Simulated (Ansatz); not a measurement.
# Scandium, hcp under LDA: convergence with the plane-wave cutoff, part 2 of 2

Aim: find which plane-wave cutoff is enough for energy and pressure. The geometry was relaxed under LDA beforehand and stays fixed; 9 values are run, from 150 to 800 eV. Wanted are the values from which on the energy stays within 10 and 1 meV/atom, and the pressure within 0.5 GPa, of the last run. Within the series other settings stay. Spin polarisation is left out.

Ansatz 0.2.0; DFT LDA, plane waves with PAW, scalar-relativistic. The steps go on from the part before.

## (7) Run at 350 eV

The run at 350 eV.

input.yaml reads:

```yaml
crystal:
  lattice:
    - [3.2269060027, 0.0, 0.0]
    - [-1.6134530014, 2.794582574, 0.0]
    - [0.0, 0.0, 5.0094253455]
  atoms:
    - { symbol: Sc, position: [0.3333333333, 0.6666666667, 0.25] }
    - { symbol: Sc, position: [0.6666666667, 0.3333333333, 0.75] }
hamiltonian:
  xc: lda
  pseudopotentials:
    kind: paw
    azcp:
      Sc: "pseudopotentials/Sc.paw.azcp"
basis:
  ecutwfc: 350
  fft_grid_basis: typed
kpoints:
  mp_grid: { grid: [11, 11, 6], shift: [0, 0, 0] }
magnetization:
  spin_polarized: false
scf:
  occupations: { method: fermi_dirac, width: 0.1 }
  lower_state_search: "off"
output:
  stress: true
```

Run with:

```
$ ansatz run input.yaml --threads 2 --pin off --max-ram 5120MiB --backend cpu --events-out ev --progress --plain --runs-dir out
```

Standard output, cut to the lines that bear on the results:

```text
Warning: basis.ecutwfc = 350 eV is below the records' recommended 420 eV, and the density's cutoff is lower with it unless basis.ecutrho_ratio is high enough to keep the records' density cutoff: compare with a run at a higher cutoff
Warning: <dir> the record states the generating functional pbe (its physics header spells it `PBE`), which answers neither for hamiltonian.xc's functional nor for the lda family's — results may be inconsistent (PPs are generated against a specific XC)
Warning: RAYON_NUM_THREADS=2 ignored (pool sized by the plan → 2); use --threads N
[...]
Pseudopotentials: kind: paw
Pseudopotential: Sc, paw, valence charge 11, recommended cutoff 420 eV (normal), <dir>
Functional definition: SPW92
[...]
Crystal: 2 atoms, lattice volume = 45.174 Å³
Basis set: ecut = 350 eV, 651 PW (Γ)
Bands: 15, of which v1, the nominal top of the filled ones, is band 11 counted from 1 (10 counted from 0)
Symmetry: 24 space group operations
Space group: P63/mmc (ITA 194), of the structure as read, at distance tolerance 3.6e-5 Å
k-points: 64 of 726
[...]
SCF iter   1: F=—  HF=-4178.085319 eV  |F-HF|=—  |Δ(HF+E_count)|=         —  Δρ=4.81e-3  dr2=5.58e-3  ethr=1.77e-3  ⟨swp⟩=3.1  Hψ=3984  notcnv=0
[...]
SCF iter   6: F=-4178.084512 eV  HF=-4178.084512 eV  |F-HF|=3.82e-11  |Δ(HF+E_count)|=   1.03e-9  Δρ=5.63e-7  dr2=1.28e-10  ethr=3.52e-11  ⟨swp⟩=1.0  Hψ=2953  notcnv=0
[...]
SCF converged after 6 iterations
Free energy (F): -4178.084512 eV
[...]
E sigma→0 (E₀):  -4178.026713 eV
Entropy (-TS):   -0.115597 eV (-57.798 meV/atom)
Fermi energy:    10.001887 eV
[...]
--- Stress (GPa, compression-positive) ---
       -0.002208       0.000000       0.000000
       -0.000000      -0.002208       0.000000
        0.000000       0.000000      -0.049634
  P = ⅓ Tr σ = -0.0180 GPa (-0.180 kbar)
```

Run time: 0.78 s. Hardware: 2 threads of Arm Neoverse V2, shared host; peak memory 0.3 GiB.

## (8) Run at 420 eV

The run at 420 eV.

Changes to input.yaml since step 7:

```diff
@@ -15,3 +15,3 @@
 basis:
-  ecutwfc: 350
+  ecutwfc: 420
   fft_grid_basis: typed
```

Run with:

```
$ ansatz run input.yaml --threads 2 --pin off --max-ram 5120MiB --backend cpu --events-out ev --progress --plain --runs-dir out
```

Standard output, cut to the lines that bear on the results:

```text
Warning: <dir> the record states the generating functional pbe (its physics header spells it `PBE`), which answers neither for hamiltonian.xc's functional nor for the lda family's — results may be inconsistent (PPs are generated against a specific XC)
Warning: RAYON_NUM_THREADS=2 ignored (pool sized by the plan → 2); use --threads N
[...]
[... 3 set-up lines as earlier in the session ...]
[...]
Crystal: 2 atoms, lattice volume = 45.174 Å³
Basis set: ecut = 420 eV, 905 PW (Γ)
Bands: 15, of which v1, the nominal top of the filled ones, is band 11 counted from 1 (10 counted from 0)
[... 2 set-up lines as earlier in the session ...]
k-points: 64 of 726
[...]
SCF iter   1: F=—  HF=-4178.089300 eV  |F-HF|=—  |Δ(HF+E_count)|=         —  Δρ=4.87e-3  dr2=5.53e-3  ethr=1.77e-3  ⟨swp⟩=3.1  Hψ=3989  notcnv=0
[...]
SCF iter   6: F=-4178.088616 eV  HF=-4178.088616 eV  |F-HF|=3.82e-11  |Δ(HF+E_count)|=   2.70e-9  Δρ=6.04e-7  dr2=1.34e-10  ethr=3.95e-11  ⟨swp⟩=1.0  Hψ=2952  notcnv=0
[...]
SCF converged after 6 iterations
Free energy (F): -4178.088616 eV
[...]
E sigma→0 (E₀):  -4178.030815 eV
Entropy (-TS):   -0.115602 eV (-57.801 meV/atom)
Fermi energy:    10.002315 eV
[...]
--- Stress (GPa, compression-positive) ---
        0.002572      -0.000000       0.000000
        0.000000       0.002572       0.000000
        0.000000       0.000000      -0.041641
  P = ⅓ Tr σ = -0.0122 GPa (-0.122 kbar)
```

Wall time 0.93 s (2 threads of Arm Neoverse V2, shared host); peak memory 0.32 GiB.

## (9) Run at 500 eV

The run at 500 eV.

Changes to input.yaml since step 8:

```diff
@@ -15,3 +15,3 @@
 basis:
-  ecutwfc: 420
+  ecutwfc: 500
   fft_grid_basis: typed
```

Run with:

```
$ ansatz run input.yaml --threads 2 --pin off --max-ram 5120MiB --backend cpu --events-out ev --progress --plain --runs-dir out
```

Standard output, cut to the lines that bear on the results:

```text
Warning: <dir> the record states the generating functional pbe (its physics header spells it `PBE`), which answers neither for hamiltonian.xc's functional nor for the lda family's — results may be inconsistent (PPs are generated against a specific XC)
Warning: RAYON_NUM_THREADS=2 ignored (pool sized by the plan → 2); use --threads N
[...]
[... 3 set-up lines as earlier in the session ...]
[...]
Crystal: 2 atoms, lattice volume = 45.174 Å³
Basis set: ecut = 500 eV, 1105 PW (Γ)
Bands: 15, of which v1, the nominal top of the filled ones, is band 11 counted from 1 (10 counted from 0)
[... 2 set-up lines as earlier in the session ...]
k-points: 64 of 726
[...]
SCF iter   1: F=—  HF=-4178.089687 eV  |F-HF|=—  |Δ(HF+E_count)|=         —  Δρ=4.87e-3  dr2=5.54e-3  ethr=1.77e-3  ⟨swp⟩=3.1  Hψ=4019  notcnv=0
[...]
SCF iter   6: F=-4178.089133 eV  HF=-4178.089133 eV  |F-HF|=9.37e-11  |Δ(HF+E_count)|=   2.54e-9  Δρ=7.55e-7  dr2=2.30e-10  ethr=4.80e-11  ⟨swp⟩=1.1  Hψ=2973  notcnv=0
[...]
SCF converged after 6 iterations
Free energy (F): -4178.089133 eV
[...]
E sigma→0 (E₀):  -4178.031333 eV
Entropy (-TS):   -0.115601 eV (-57.801 meV/atom)
Fermi energy:    10.002307 eV
[...]
--- Stress (GPa, compression-positive) ---
        0.001014       0.000000       0.000000
       -0.000000       0.001014       0.000000
        0.000000       0.000000      -0.042743
  P = ⅓ Tr σ = -0.0136 GPa (-0.136 kbar)
```

Run time: 1.2 s. Hardware: 2 threads of Arm Neoverse V2, shared host; peak memory 0.33 GiB.

## (10) Run at 600 eV

The run at 600 eV.

Changes to input.yaml since step 9:

```diff
@@ -15,3 +15,3 @@
 basis:
-  ecutwfc: 500
+  ecutwfc: 600
   fft_grid_basis: typed
```

Run with:

```
$ ansatz run input.yaml --threads 2 --pin off --max-ram 5120MiB --backend cpu --events-out ev --progress --plain --runs-dir out
```

Standard output, cut to the lines that bear on the results:

```text
Warning: <dir> the record states the generating functional pbe (its physics header spells it `PBE`), which answers neither for hamiltonian.xc's functional nor for the lda family's — results may be inconsistent (PPs are generated against a specific XC)
Warning: RAYON_NUM_THREADS=2 ignored (pool sized by the plan → 2); use --threads N
[...]
[... 3 set-up lines as earlier in the session ...]
[...]
Crystal: 2 atoms, lattice volume = 45.174 Å³
Basis set: ecut = 600 eV, 1497 PW (Γ)
Bands: 15, of which v1, the nominal top of the filled ones, is band 11 counted from 1 (10 counted from 0)
[... 2 set-up lines as earlier in the session ...]
k-points: 64 of 726
[...]
SCF iter   1: F=—  HF=-4178.090155 eV  |F-HF|=—  |Δ(HF+E_count)|=         —  Δρ=4.91e-3  dr2=5.56e-3  ethr=1.77e-3  ⟨swp⟩=3.2  Hψ=4019  notcnv=0
[...]
SCF iter   6: F=-4178.089598 eV  HF=-4178.089598 eV  |F-HF|=9.00e-11  |Δ(HF+E_count)|=   2.40e-9  Δρ=7.55e-7  dr2=2.21e-10  ethr=4.94e-11  ⟨swp⟩=1.2  Hψ=2972  notcnv=0
[...]
SCF converged after 6 iterations
Free energy (F): -4178.089598 eV
[...]
E sigma→0 (E₀):  -4178.031798 eV
Entropy (-TS):   -0.115601 eV (-57.801 meV/atom)
Fermi energy:    10.002307 eV
[...]
--- Stress (GPa, compression-positive) ---
        0.001237       0.000000       0.000000
       -0.000000       0.001237       0.000000
        0.000000       0.000000      -0.043375
  P = ⅓ Tr σ = -0.0136 GPa (-0.136 kbar)
```

Wall time 1.5 s (2 threads of Arm Neoverse V2, shared host); peak memory 0.35 GiB.

## (11) Run at 800 eV

The run at 800 eV.

Changes to input.yaml since step 10:

```diff
@@ -15,3 +15,3 @@
 basis:
-  ecutwfc: 600
+  ecutwfc: 800
   fft_grid_basis: typed
```

Run with:

```
$ ansatz run input.yaml --threads 2 --pin off --max-ram 5120MiB --backend cpu --events-out ev --progress --plain --runs-dir out
```

Standard output, cut to the lines that bear on the results:

```text
Warning: <dir> the record states the generating functional pbe (its physics header spells it `PBE`), which answers neither for hamiltonian.xc's functional nor for the lda family's — results may be inconsistent (PPs are generated against a specific XC)
Warning: RAYON_NUM_THREADS=2 ignored (pool sized by the plan → 2); use --threads N
[...]
[... 3 set-up lines as earlier in the session ...]
[...]
Crystal: 2 atoms, lattice volume = 45.174 Å³
Basis set: ecut = 800 eV, 2321 PW (Γ)
Bands: 15, of which v1, the nominal top of the filled ones, is band 11 counted from 1 (10 counted from 0)
[... 2 set-up lines as earlier in the session ...]
k-points: 64 of 726
[...]
SCF iter   1: F=—  HF=-4178.090384 eV  |F-HF|=—  |Δ(HF+E_count)|=         —  Δρ=4.92e-3  dr2=5.56e-3  ethr=1.77e-3  ⟨swp⟩=3.2  Hψ=4018  notcnv=0
[...]
SCF iter   6: F=-4178.089871 eV  HF=-4178.089871 eV  |F-HF|=9.55e-11  |Δ(HF+E_count)|=   2.34e-9  Δρ=7.78e-7  dr2=2.38e-10  ethr=5.01e-11  ⟨swp⟩=1.2  Hψ=2967  notcnv=0
[...]
SCF converged after 6 iterations
Free energy (F): -4178.089871 eV
[...]
E sigma→0 (E₀):  -4178.032070 eV
Entropy (-TS):   -0.115602 eV (-57.801 meV/atom)
Fermi energy:    10.002282 eV
[...]
--- Stress (GPa, compression-positive) ---
        0.001056       0.000000       0.000000
       -0.000000       0.001056       0.000000
        0.000000       0.000000      -0.043128
  P = ⅓ Tr σ = -0.0137 GPa (-0.137 kbar)
```

Run time: 2.2 s. Hardware: 2 threads of Arm Neoverse V2, shared host; peak memory 0.38 GiB.

## (12) The series

Energies count from the run at 800 eV.

| cutoff (eV) | plane waves at Γ | E(σ → 0) (meV/atom) | P (GPa) | SCF cycles | CPU time |
| --- | --- | --- | --- | --- | --- |
| 150 | 185 | 14032.11 | 2.88 | 6 | 0.67 s |
| 200 | 299 | 2511.04 | -0.43 | 6 | 0.84 s |
| 250 | 391 | 370.58 | -0.08 | 6 | 1 s |
| 300 | 537 | 38.37 | -0.01 | 6 | 1.2 s |
| 350 | 651 | 2.68 | -0.02 | 6 | 1.4 s |
| 420 | 905 | 0.63 | -0.01 | 6 | 1.7 s |
| 500 | 1105 | 0.37 | -0.01 | 6 | 2.2 s |
| 600 | 1497 | 0.14 | -0.01 | 6 | 2.8 s |
| 800 | 2321 | 0.00 | -0.01 | 6 | 4.2 s |

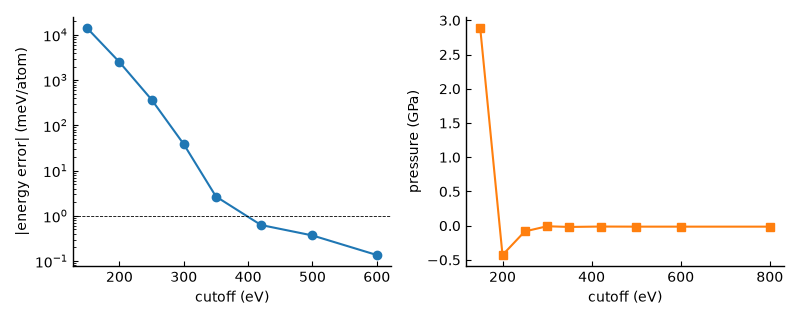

Energy and pressure against the plane-wave cutoff; the dashed line marks 1 meV/atom.

## (13) Outcome

The summary covers parts 1 to 2.

```
                                                                     quantity                                value
                                  E(σ → 0) stays within 10 meV/atom of 800 eV                       from 350 eV on
                                             E(σ → 0) stays within 1 meV/atom                       from 420 eV on
                                                pressure stays within 0.5 GPa                       from 200 eV on
                                                           pressure at 800 eV                            -0.01 GPa
                                              CPU time, dearest over cheapest                                  6.2
run at the usual settings (mesh 18×18×10 against the series' 11×11×6, 420 eV)  +0.8 meV/atom from 800 eV, 0.00 GPa
```

In words: At 150 eV the energy differs by +14032 meV/atom and the pressure by +2.9 GPa. The energy falls at each step up in cutoff, as the variational principle asks. Total energies within 1 meV/atom need 420 eV; differences between like structures often settle sooner. The cell taken over is 10 % smaller than the measured one (25.00 Å³/atom, COD), which weighs on all values here.
